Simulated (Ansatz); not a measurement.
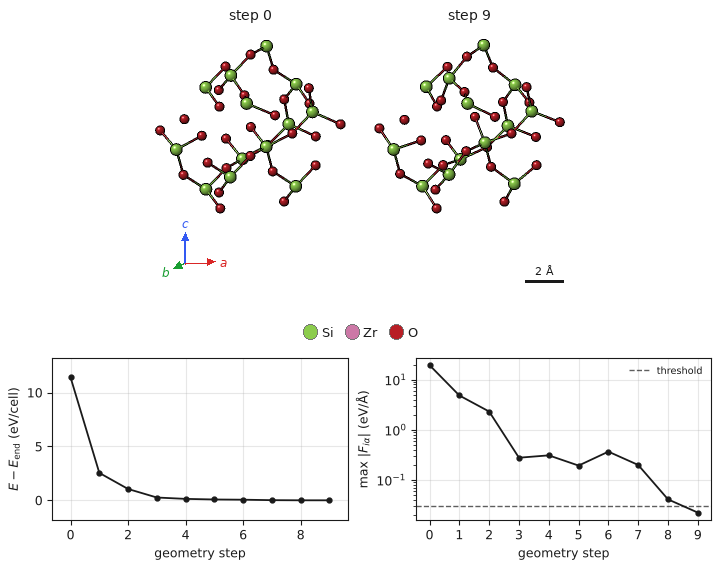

First and last geometry of a relaxation of a defect cell of composition Si₂₂ZrO₄₈, with the history of the run. The picture is a ball-and-stick view of the atoms within 5.0 Å of the atom that moves most (axes of the cell of the calculation (origin shifted)), seen from a free direction.

Computed with Ansatz 0.2.0, DFT, PBEsol, PAW, plane waves. (plane-wave cutoff 420 eV; k-point mesh 1 × 1 × 1; mesh shifted by (0.25, 0.25, 0.25); collinear spin; atoms relaxed in a fixed cell; force threshold 0.03 eV/Å; at most 80 steps)

Question: Did the run converge, and what did it change?

Answer: It converged. The largest move is that of an O atom, 0.61 Å along [1 0 2]. By element the largest moves are O 0.61 Å, Si 0.31 Å, Zr 0.24 Å. The lattice vectors keep their values. Near-neighbour distances that change, for instance: O–Si 1.579 → 1.677 Å, O–Si 1.548 → 1.618 Å, O–Si 1.599 → 1.662 Å, O–Si 1.581 → 1.628 Å. Among the angles between lasting bonds that change: Si–O–Si 142.6° → 152.3°, Si–O–Si 145.2° → 154.4°, Si–O–Si 143.2° → 135.0°. The energy falls by 11.412 eV per cell of the calculation in 9 geometry steps. The largest force component goes from 19 to 0.022 eV/Å.
